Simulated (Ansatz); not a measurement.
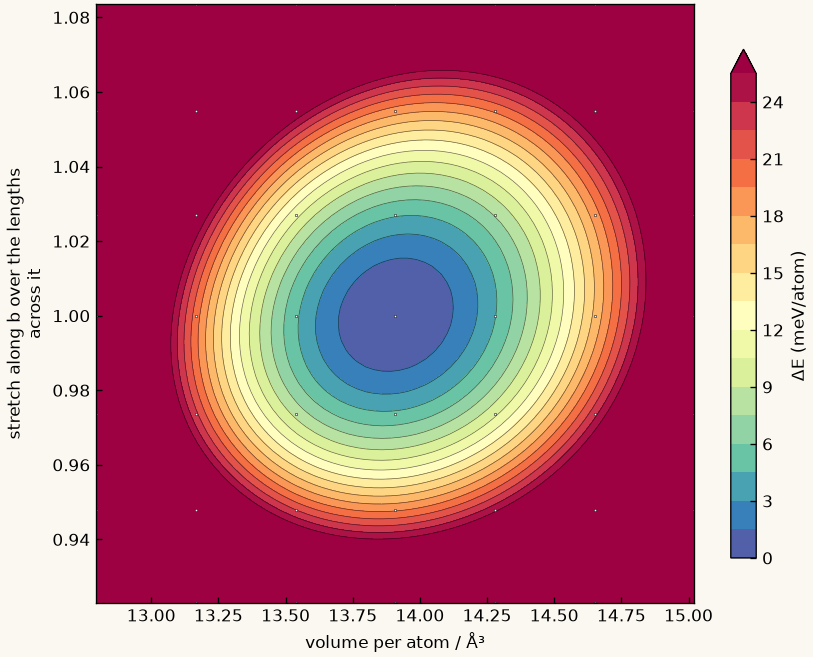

TiSi₂ (Cmcm, No. 63; 6 atoms in the cell). 
- The energy is mapped over volume and the cell's shape.
- The first coordinate is: volume per atom; the second: stretch along b over the lengths across it, relative to the relaxed cell.
- Nothing is relaxed (fractional coordinates fixed).
- The grid has 7 × 7 points.
- Points are written as (first, second).
- Energies are in meV/atom, from the lowest grid point.
- Theory: DFT PBEsol, scalar-relativistic, plane waves, PAW in Ansatz. Settings: cutoff 520 eV, k-mesh 14×14×12 in the order of the run's cell vectors, gaussian smearing 0.15 eV, no spin polarisation.

Drawn: filled contours, dots at the grid points, one colour for all values above the top of the scale. Between grid points the surface is interpolated.

Estimate the position of the minimum and the force constants in these coordinates.

Answer. The interpolated minimum is at volume per atom ≈ 13.908 Å³, the second coordinate ≈ 1.000. The curvatures there are about 0.4 eV/(Å³)² and 80 eV, with a cross term of about −0.76 eV/Å³ (per cell of 6 atoms). Round the minimum the two coordinates are weakly coupled (coupling −0.14 in units of the two stiffnesses).

PAW datasets: the set soft_1.
